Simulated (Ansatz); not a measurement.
# Run report: BN, single-point calculation

System: BN (F-43m, 2 atoms in the cell).
Method: DFT, r2SCAN, PAW, plane waves (Ansatz 0.2.0).

The structure was built on a prototype by a generator.

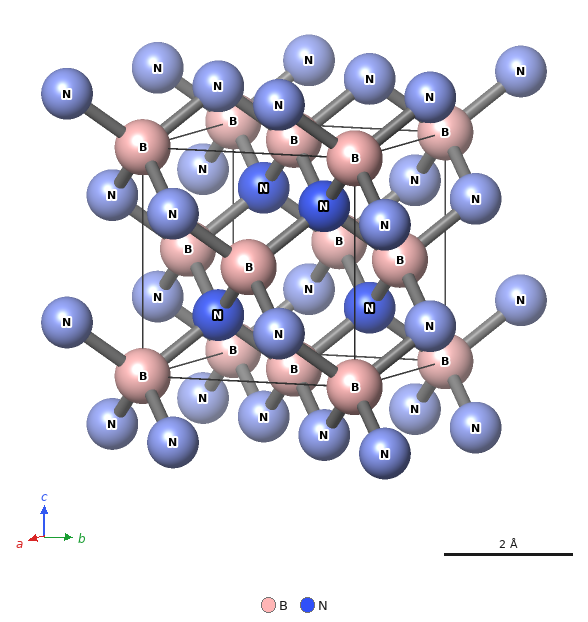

The structure as given in the input (ball-and-stick view of the cell 4 times as large as that of the calculation, set on its symmetry axes, seen slightly off an axis; neighbours outside the cell are drawn fainter). Near neighbours in the crystal (not all of them lie inside the picture): B has 4 N at 1.56 Å; N has 4 B at 1.56 Å.

Summary

- outcome: converged
- space group (tolerance 0.01 Å): F-43m (216)
- electrons treated: 8
- free energy: −544.0065 eV
- Fermi energy: 13.687 eV
- largest force (length of the vector): under 0.001 eV/Å
- hardware: 7 CPU threads, shared host
- wall time: 0.9 s (CPU time 3.2 s)
- peak memory: 0.44 GiB

The input
```yaml
crystal:
  lattice:
    - [0.000000, 1.802898, 1.802898]
    - [1.802898, 0.000000, 1.802898]
    - [1.802898, 1.802898, 0.000000]
  atoms:
    - { symbol: B, position: [0.000000, 0.000000, 0.000000] }
    - { symbol: N, position: [0.250000, 0.250000, 0.250000] }
kpoints:
  mp_grid: { grid: [11, 11, 11] }
  band_path: { path: [VBM, CBM], npoints: 2 }
hamiltonian:
  xc: r2scan
scf:
  occupations: { method: fermi_dirac, width: 0.01 }
output:
  forces: true
  eigenvalues: true
  populations: true
```

Log
```
Pseudopotentials: kind: paw
Functional definition: r2SCAN
  parameter k0 = 0.174
  parameter k1 = 0.065
  parameter a1 = 4.9479
  exchange = r2scan_x(k0 = k0, k1 = k1, a1 = a1)
  correlation = r2scan_c
Crystal: 2 atoms, lattice volume = 11.720 Å³
Basis set: ecut = 500 eV, 307 PW (Γ), exchange–correlation on 80×80×80 points (64 copies of the dense FFT grid, shifted against one another)
Bands: 8, of which v1, the nominal top of the filled ones, is band 4 counted from 1 (3 counted from 0)
Symmetry: 24 space group operations
Space group: F-43m (ITA 216), of the structure as read, at distance tolerance 2.3e-5 Å
k-points: 56 of 1331 (time reversal used)
Non-local potential: B, projectors of the file, l = 0: 2, l = 1: 2, l = 2: 1
Non-local potential: N, projectors of the file, l = 0: 2, l = 1: 2, l = 2: 1
PAW form: soft (Blöchl's): semilocal exchange-correlation on the pseudo side does not see the compensation charge
PAW frozen core: B, regenerated for the run's functional (the file was generated under x = pbe(κ = 0.804, μ = 0.2195149727645171), c = pbe(β = 0.06672455060314922))
PAW frozen core: N, regenerated for the run's functional (the file was generated under x = pbe(κ = 0.804, μ = 0.2195149727645171), c = pbe(β = 0.06672455060314922))
PAW one-centre angular grid: B, 302 points (default); XC on 160 Gauss nodes
PAW one-centre angular grid: N, 302 points (default); XC on 160 Gauss nodes
Initial density: superposition of atomic densities (neutral atoms: chi_scale 0, normalization atom), corrected by the library's trained network
Initial wavefunctions: pseudopotential atomic-orbital guess
Functional: x = r2scan, c = r2scan; τ floored in thin density (d = 2e-4 eV/Å³)
SCF iter   1: F=—  HF=-543.913604 eV  |F-HF|=—  |Δ(HF+E_count)|=         —  Δρ=1.17e-2  dr2=1.21e-2  dr2_τ=3.32e-1  ethr=1.77e-3  ⟨swp⟩=4.9  Hψ=3077  notcnv=0
preconditioner: auto → none  [insulator: Δε(μ)=5.059 eV  Ē_g=21.428 eV  σ=0.010 eV  W_gap=1.00  n_scr=0 (ndim 8)  ℏωp=30.7 eV  f_vac=0.000  D(μ)=0.00/eV (n_scr^D=0)  ε∞_Penn≈3.0]
SCF iter   2: F=—  HF=-544.006202 eV  |F-HF|=—  |Δ(HF+E_count)|=   9.26e-2  Δρ=6.55e-3  dr2=1.86e-3  dr2_τ=2.24e-4  ethr=1.51e-4  ⟨swp⟩=2.0  Hψ=1346  notcnv=0
SCF iter   3: F=—  HF=-544.006447 eV  |F-HF|=—  |Δ(HF+E_count)|=   2.45e-4  Δρ=1.56e-3  dr2=1.04e-4  dr2_τ=2.88e-5  ethr=2.33e-5  ⟨swp⟩=2.9  Hψ=809  notcnv=0
SCF iter   4: F=—  HF=-544.006461 eV  |F-HF|=—  |Δ(HF+E_count)|=   1.40e-5  Δρ=1.58e-4  dr2=1.49e-6  dr2_τ=1.66e-7  ethr=1.30e-6  ⟨swp⟩=2.8  Hψ=768  notcnv=0
SCF iter   5: F=—  HF=-544.006462 eV  |F-HF|=—  |Δ(HF+E_count)|=   1.23e-6  Δρ=6.08e-5  dr2=3.54e-7  dr2_τ=1.62e-8  ethr=1.86e-8  ⟨swp⟩=2.6  Hψ=673  notcnv=0
SCF iter   6: F=-544.006462 eV  HF=-544.006462 eV  |F-HF|=2.19e-9  |Δ(HF+E_count)|=   2.32e-9  Δρ=1.02e-5  dr2=8.55e-9  dr2_τ=2.21e-10  ethr=1.25e-9  ⟨swp⟩=5.0  Hψ=2240  notcnv=0
SCF 1 converged in 6 iterations: F = -544.006462 eV  dr2 = 8.55e-9
  greatest PAW one-centre occupation: 0.797 electrons in one spin orbital (limit 2), on the N atom at site 1 (counted from 0), in its partial waves of l = 0
NSCF: frozen V_eff on 16 k-points
NSCF: frozen V_eff on 16 k-points
NSCF: frozen V_eff on 16 k-points
NSCF: frozen V_eff on 5 k-points
NSCF: frozen V_eff on 5 k-points
NSCF: frozen V_eff on 11 k-points
NSCF: frozen V_eff on 9 k-points
NSCF: frozen V_eff on 5 k-points
NSCF: frozen V_eff on 11 k-points
NSCF: frozen V_eff on 7 k-points
NSCF: frozen V_eff on 6 k-points
NSCF: frozen V_eff on 4 k-points
NSCF: frozen V_eff on 6 k-points
NSCF: frozen V_eff on 4 k-points
NSCF: frozen V_eff on 6 k-points
NSCF: frozen V_eff on 4 k-points
NSCF: frozen V_eff on 4 k-points
NSCF: frozen V_eff on 2 k-points
NSCF: frozen V_eff on 3 k-points
SCF converged after 6 iterations
Free energy (F): -544.006462 eV
Harris-Foulkes:  -544.006462 eV  (|F-HF|=2.19e-9)
Internal energy: -544.006462 eV  (E = F + TS)
E sigma→0 (E₀):  -544.006462 eV
Fermi energy:    13.686855 eV
--- Per-component energies (eV) ---
  E_band       = 22.611071
  E_kinetic    = 186.365200
  E_local      = -174.463158  (includes V_loc(G=0)·N_el)
  E_nonlocal   = 55.916458
  E_hartree    = 49.440214
  E_xc         = -92.415138
  E_vxc        = -127.909630  (∫ρ·V_xc dr)
  E_paw        = -209.502602  (= ΣΔE_a)
  E_vpaw       = -23.180240  (= ΣTr[D̂ρ^β])
  E_aug_tail   = 0.000017  (compensation charges beyond the density's cutoff)
  E_vtau       = 7.003052  (kinetic-family band-sum trace: ∫τ·v_τ [+ j·A + Jᵃ·Aᵃ] dr)
  E_ewald      = -359.299447
  E_core_change = -0.048007  (= ΣΔE_core)
  E_smearing   = -0.000000  (= −TS)
  E_closure    = -0.000000  (closes the sum)
  Σ components = -544.006462   (vs F -544.006462, Δ=0.00e0)
--- Forces (eV/Å), atoms counted from 1 ---
  atom   1  B      0.00000000    -0.00000000    -0.00000000
  atom   2  N     -0.00000000    -0.00000000    -0.00000000
  max |Σ_I F_I| component: 6.66e-16 eV/Å
--- Band table (eV; the first three rows and the last of 56) ---
  k-point 0: bands = ["-10.2447", "11.1323", "11.1323", "11.1323", "20.7355", "20.7355", "20.7355", "22.2829"]
  k-point 1: bands = ["-10.0355", "10.0112", "10.9118", "10.9118", "20.9852", "21.0756", "21.0756", "22.9874"]
  k-point 2: bands = ["-9.4178", "7.5132", "10.3916", "10.3916", "21.3195", "21.8274", "21.8274", "24.5951"]
  k-point 55: bands = ["-4.2752", "2.9692", "3.5315", "5.1791", "21.1833", "25.2198", "26.6599", "27.6356"]
--- Löwdin populations: 2 sites ---
  site symbol       q [e]
     0      B      2.6450
     1      N      5.3244
  spilling = 0.003828 (of n_electrons = 8.000000)
```
